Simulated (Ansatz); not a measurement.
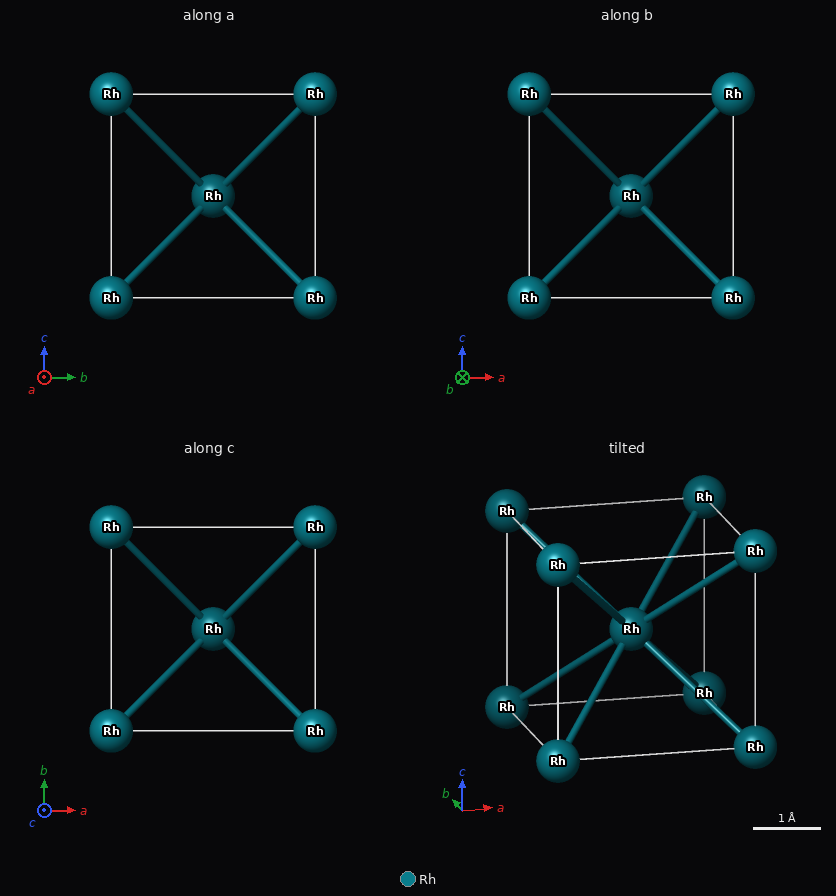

We look at a ball-and-stick model of the crystal along the a axis, along the b axis, along the c axis and slightly off an axis. The conventional unit cell is drawn as a box.

Lattice parameters: a = 3.0724 Å, b = 3.0724 Å, c = 3.0724 Å, α = 90.000°, β = 90.000°, γ = 90.000°.

Write the structure as a CIF with its space group and independent sites.

Answer.
```cif
data_structure
_symmetry_space_group_name_H-M 'I m -3 m'
_symmetry_Int_Tables_number 229
_cell_length_a 3.0724
_cell_length_b 3.0724
_cell_length_c 3.0724
_cell_angle_alpha 90.000
_cell_angle_beta 90.000
_cell_angle_gamma 90.000
_cell_volume 29.00
loop_
_atom_site_label
_atom_site_type_symbol
_atom_site_symmetry_multiplicity
_atom_site_Wyckoff_symbol
_atom_site_fract_x
_atom_site_fract_y
_atom_site_fract_z
_atom_site_occupancy
Rh1 Rh 2 a 0.0000 0.0000 0.0000 1
```

Origin of the cell: a structure type filled with this element by a generator (whether the element takes this form wasn't checked). Earlier steps of the study may have refined or changed the cell and positions. Ansatz was used for an electronic-structure calculation on it.
